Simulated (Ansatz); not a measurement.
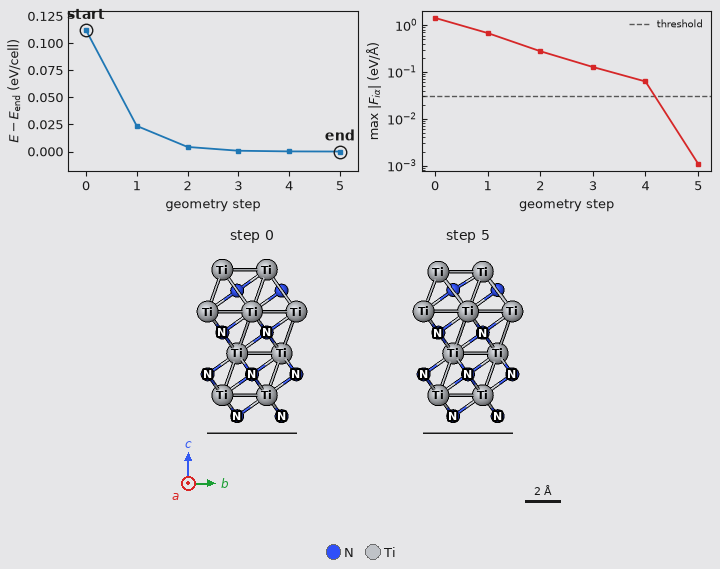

First and last geometry of a constrained relaxation of a slab of composition TiN (cut from the Fm-3m phase), with the history of the run. The picture is a ball-and-stick view of the 3 × 2 repeat of the cell, outlined in the plane, without the vacuum, seen along the a axis.

Case: clean slab, lower half held. The slab is the (1 1 1) face of TiN. 4 atoms are held fixed.

The calculation used DFT PBEsol, scalar-relativistic, plane waves, PAW (Ansatz 0.2.0). Set-up: plane-wave cutoff 420 eV; k-point mesh 12 × 12 × 1; occupations gaussian; smearing width 0.1 eV; no spin polarisation; dipole correction; atoms relaxed in a fixed cell; force threshold 0.03 eV/Å; at most 70 steps.

Question: Did the run converge, and what did it change?

Answer: It converged. Over 5 geometry steps the energy falls by 0.112 eV per cell of the calculation. The largest force component goes from 1.4 to 0.0011 eV/Å. A Ti atom moves most: 0.12 Å along the normal (−c). By element the largest moves are Ti 0.12 Å, N 0.04 Å. The cell stays as it was. Some distances before and after: Ti–Ti 2.973 → 2.870 Å, N–Ti 2.102 → 2.017 Å, N–Ti 2.102 → 2.118 Å, Ti–Ti 2.973 → 2.981 Å. Bond angles that change, for instance: Ti–N–Ti 90.0° → 95.0°, Ti–N–Ti 180.0° → 175.8°, Ti–N–Ti 90.0° → 87.9°. The run took 24 s on 2 threads of Intel(R) Xeon(R) 6975P-C (Granite Rapids) (shared host), peak memory 0.52 GiB.

```
step  E − E(0), meV/atom  largest force component, eV/Å
   0                0.00                         1.4281
   1              -11.06                         0.6784
   2              -13.49                         0.2777
   3              -13.93                         0.1276
   4              -14.01                         0.0626
   5              -14.02                         0.0011
```
